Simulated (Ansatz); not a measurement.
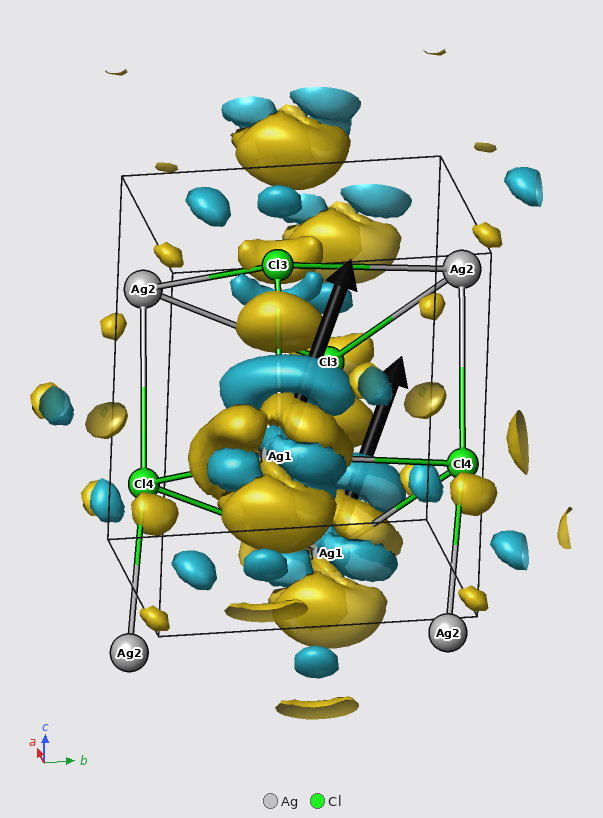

The picture shows: AgCl. Ag1 was moved by 0.05 Å roughly along [1 1 2] in the axes of the cell drawn (arrow, not to scale). Change of the density less the rigid motion of the neutral atom's own density: yellow surfaces at +0.0015 and cyan ones at −0.0015 e/Å³, in the cell of the calculation (origin moved) seen at an oblique angle.

Space group P2_1/m; the calculation finds a residual pressure of about 11 GPa at this fixed cell. Not relaxed before the move (largest force 0.9 eV/Å).

Theory: Ansatz, DFT PBE, scalar-relativistic, plane waves, PAW.

In a PAW calculation such maps are meaningful between the atoms, not at the nuclei.

### How do the electrons respond beyond following the atom?

About 0.02 e is rearranged in the cell. Outside the cores the largest gain, 0.004 e/Å³, lies 0.9 Å from a chlorine nucleus, and the largest loss lies at the edge of the masked core of Ag.

### How much does the computed force on the atom change?

The force on it changes by 0.19 eV/Å along the move, against it: a stiffness of about 3.9 eV/Å² for this sublattice shift.

Run times: 110 s (moved atom) and 68 s (base cell), on 1 thread of Arm Neoverse N1 (shared host).
